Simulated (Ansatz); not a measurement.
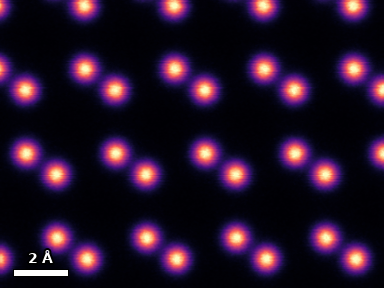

HAADF-like image of Rh (Fd-3m, No. 227) along [110]. The image is simulated as a sum over atoms of Z^1.7, blurred by a 0.69 Å probe (no channelling). The probe carries 15 % of its weight in a tail 2.5 times as wide. Shot noise and a slight drift were added. Structure used: the geometry given to an electronic-structure calculation, possibly off equilibrium; the starting structure was generated, so it need not be a known form of this composition.

Q: Describe what the image shows.

A: The columns repeat on a centred rectangular net of 3.86 × 5.46 Å (plane group c2mm). All columns are alike (Rh). The shortest distance between visible columns is 1.37 Å in projection. Along the beam the structure repeats every 3.86 Å.
